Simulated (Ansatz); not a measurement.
# Run report: Ni, geometry relaxation (part 3 of 3)

Ni (P6₃/mmc, 2 atoms in the cell); DFT, PBE, PAW with Ansatz's default frozen-core files, scalar-relativistic, spin-polarised (Ansatz 0.2.0); cutoff 420 eV, 22×22×12 k-mesh, Fermi–Dirac smearing of 0.08 eV, collinear spins. The structure was built on a prototype by a generator; it need not be a known phase. Its volume is 0.49 times that of the source entry. It belongs to a series of runs on one base structure; here: hcp relaxed under pressure, PAW files.

Geometry of the input (Å; fractional positions):
```
1.9717  0.0000  0.0000
-0.9858  1.7075  0.0000
0.0000  0.0000  3.1941
Ni 0.3333  0.6667  0.2500
Ni 0.6667  0.3333  0.7500
```

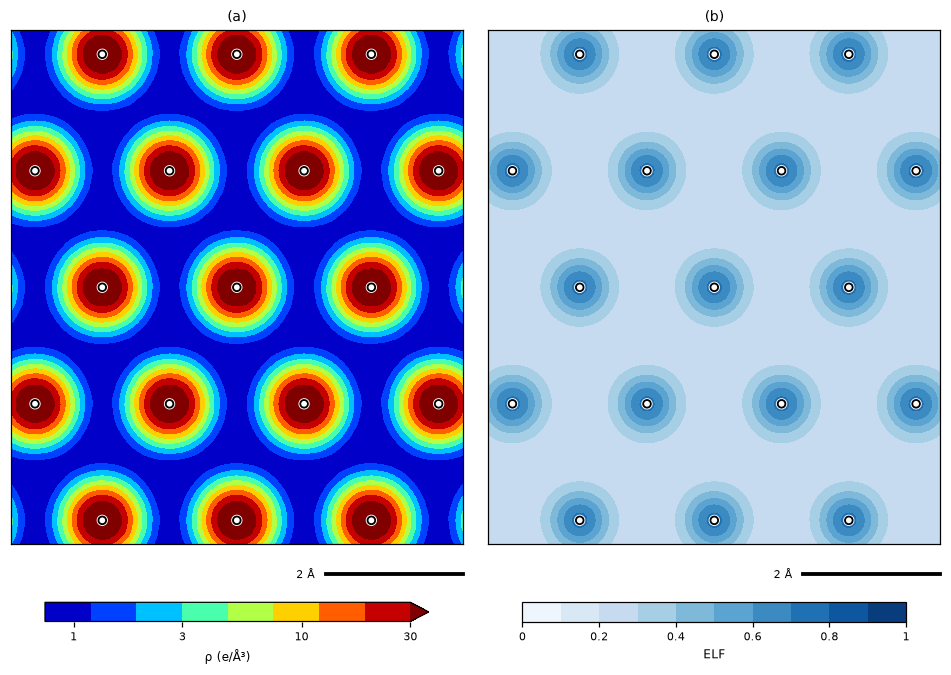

**Figure 1.** (a) valence charge density (pseudo); (b) ELF on the (001) plane of the conventional cell. Circles mark the nuclei in the plane (Ni). Atoms in the plane: Ni. Ni–Ni (1.96 Å): the density is about 0.92 e/Å³ at the midpoint; the ELF is about 0.25 at the midpoint (no localised pair between them). Away from the nuclei the density in this plane falls to 0.75 e/Å³ at its lowest. The strong features right at Ni lie inside the PAW spheres (semicore, d or f shells) and say nothing about bonding. Core electrons are frozen (PAW), so the fields are smoothed inside the atomic spheres.
